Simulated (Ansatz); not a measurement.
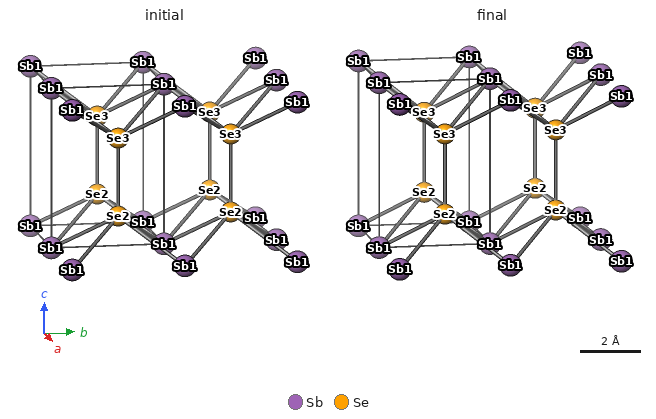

The structure of solid SbSe$_{2}$ (a generated structure, set up in P4/mmm) before (left) and after (right) a relaxation, at one scale.

Style: ball-and-stick. Shown: the cell of the calculation, repeated 2 × 2 × 1 with one cell outlined, slightly off an axis.

Computed with DFT PBE, scalar-relativistic, plane waves, PAW (Ansatz).

Input
```yaml
crystal:
  lattice:
    - [3.8601260211, 0.0, 0.0]
    - [0.0, 3.8601260211, 0.0]
    - [0.0, 0.0, 5.4882903063]
  atoms:
    - { symbol: Sb, position: [0.0, 0.0, 0.0] }
    - { symbol: Se, position: [0.5, 0.5, 0.2557301438] }
    - { symbol: Se, position: [0.5, 0.5, 0.7442698562] }
basis:
  ecutwfc: 420
kpoints:
  mp_grid: { grid: [12, 12, 8] }
hamiltonian:
  xc: pbe
scf:
  occupations: { method: gaussian, width: 0.1 }
output:
  forces: true
  stress: true
  eigenvalues: true
relax:
  adjacent_minimum: "off"
  f_tol: 0.01
  max_steps: 80
  cell: { stress_tol: 0.05 }
```

Run as
```bash
ansatz run input.yaml --threads 1 --pin off --max-ram 2560MiB --backend cpu --events-out ev --progress --plain --runs-dir out
```

### Summarise the run.

After 3 accepted moves (4 points after the start) the energy has fallen by 14.9 meV per atom. Largest force component: 0.13 eV/Å at the start, 0.0043 eV/Å at the end. Pressure: 0.51 GPa at the start and 0.02 GPa at the end. The SCF was repeated once at an unchanged geometry on a basis and grid sized afresh for the cell, which shifted the energy by less than 0.05 meV per atom at most. The largest moves relative to the cell, 0.007 Å, are those of Se2 and Se3. Se2 goes along +c. Sb stays in place. The volume changes by +0.3 %, with a = b 3.860 → 3.803 Å (−1.5 %), c 5.488 → 5.670 Å (+3.3 %). Some distances before and after: Se2–Se3 2.681 → 2.756 Å, Sb1–Se2 3.069 → 3.059 Å. Among the angles between lasting bonds that change: Sb1–Se3–Sb1 125.6° → 123.1°. The space group stays P4/mmm (No. 123).
